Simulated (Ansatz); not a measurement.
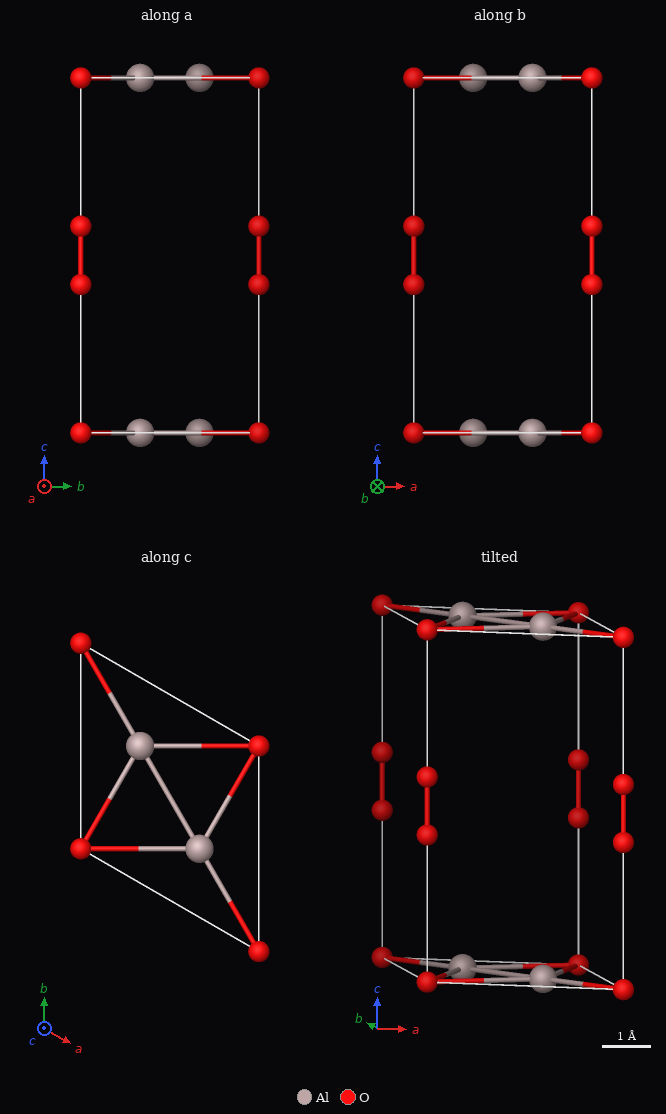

Crystal structure, ball-and-stick style, seen along the a axis, along the b axis, along the c axis and slightly off an axis. The lines enclose the conventional unit cell; boundary atoms appear with their images.

Lattice parameters: a = 4.358 Å, b = 4.358 Å, c = 7.525 Å, α = 90.00°, β = 90.00°, γ = 120.00°.

### Set out the cell and atoms as a table of Wyckoff sites, with free fractional coordinates to two decimals.

Space group P6/mmm (No. 191).
```json
{"atom": "Al", "site": "2c", "x": "0.3333", "y": "0.6667", "z": "0.00"}
{"atom": "O", "site": "2e", "x": "0.00", "y": "0.00", "z": "0.42"}
{"atom": "O", "site": "1a", "x": "0.00", "y": "0.00", "z": "0.00"}
```

The structure comes from a random cell made by a generator, so it need not be a real form of the compound. The structure drawn was relaxed with DFT PBE, scalar-relativistic, plane waves, PAW in Ansatz 0.2.0.
